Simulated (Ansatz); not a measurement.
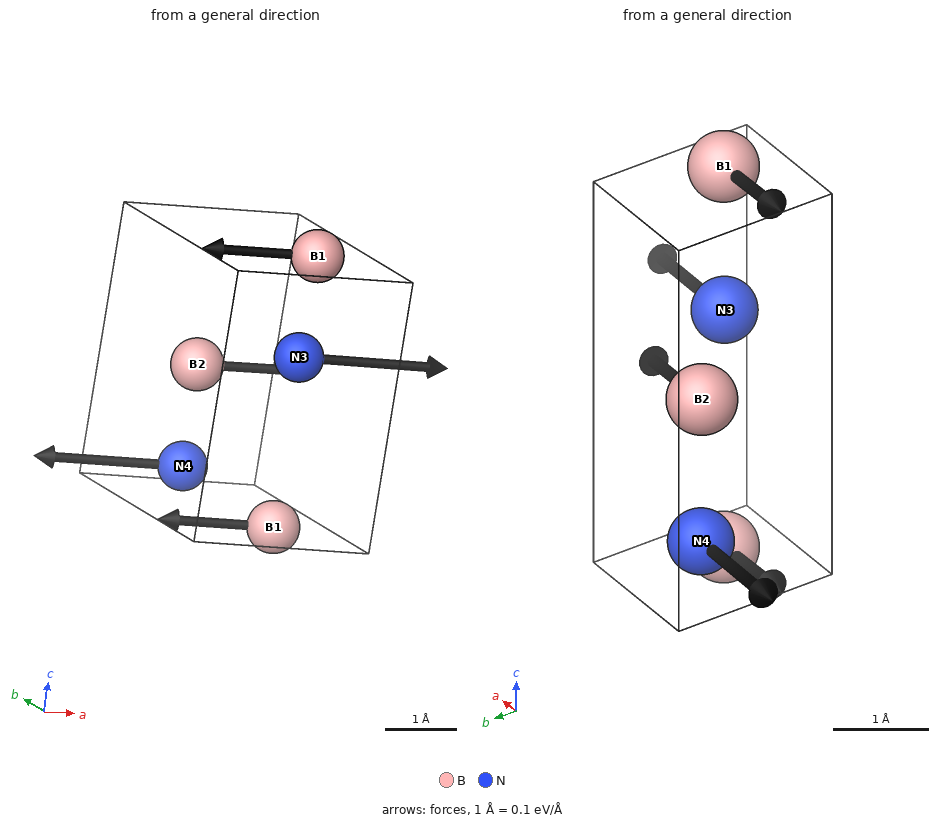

Spheres-only drawing of the structure, looking from two general directions. The parallelepiped is the simulation cell. The arrows are the computed forces on the atoms.

System: BN. Method used: DFT r2SCAN, scalar-relativistic, plane waves, PAW in Ansatz 0.2.0. It ran with wavefunction cutoff 500 eV, k-points on a 12×12×6 grid, Gaussian smearing of 0.05 eV, no spin polarisation.

### Judging by the arrows, is the geometry relaxed?

No. The atoms still feel forces of up to about 0.18 eV/Å, above a usual threshold of 0.01 to 0.03 eV/Å.

### Which atom has the biggest force on it?

N3 and N4, about 0.18 eV/Å.

### Give the mean magnitude of the force by element.

Mean magnitudes: about B 0.13 eV/Å, N 0.18 eV/Å.

The initial geometry was a structure listed in the Materials Project. The cell was then strained or its atoms displaced on purpose. A calculation with Ansatz used it as input.
